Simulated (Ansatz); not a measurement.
System: Al.

```
CELL_PARAMETERS angstrom
3.86769 -0.00003 0.00931
-1.93393 10.04840 0.06110
-1.92884 0.01363 2.07481
ATOMIC_POSITIONS crystal
Al 0.40000 0.80000 0.00000
Al 0.20000 0.40000 0.00000
Al 0.80000 0.60000 0.00000
Al 0.00000 0.00000 0.00000
Al 0.60000 0.20000 0.00000
```

Space group P-1; computed without spin polarisation.

The calculation used DFT PBE, scalar-relativistic, plane waves, PAW in Ansatz.

What will maps of the valence pseudo-density and electron localisation function show?

Al–Al (2.79 Å): ρ is about 0.22 e/Å³ halfway; the ELF peaks at about 0.65 between the atoms.

Does the calculation make it a metal, or give it a gap?

It is gapless in this calculation (a metal or semimetal).

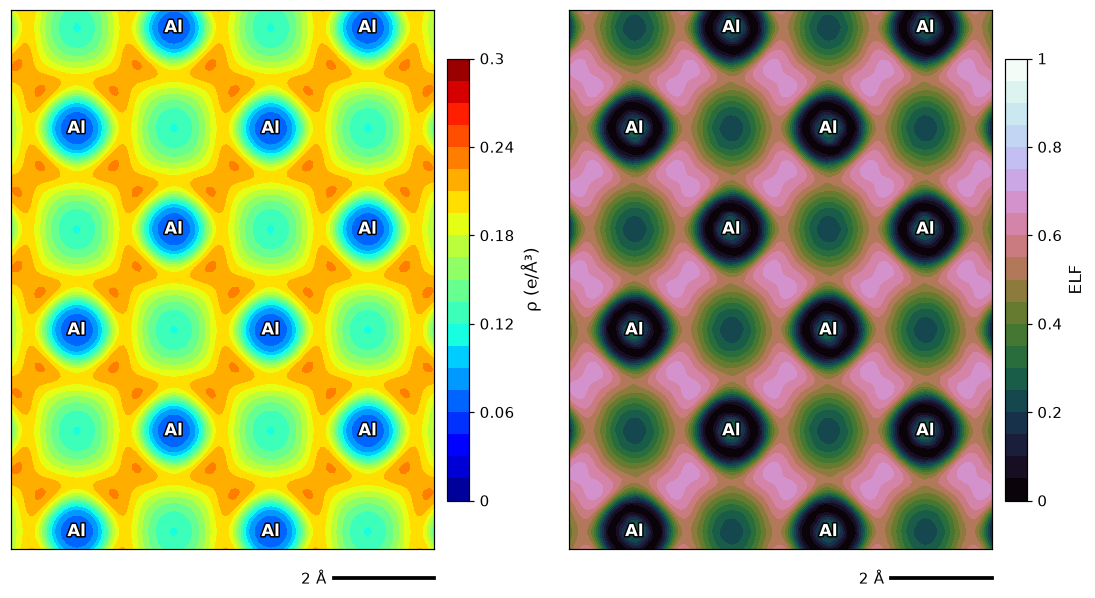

Computed valence pseudo-density and electron localisation function on the (001) plane of the calculation cell, in this order. 
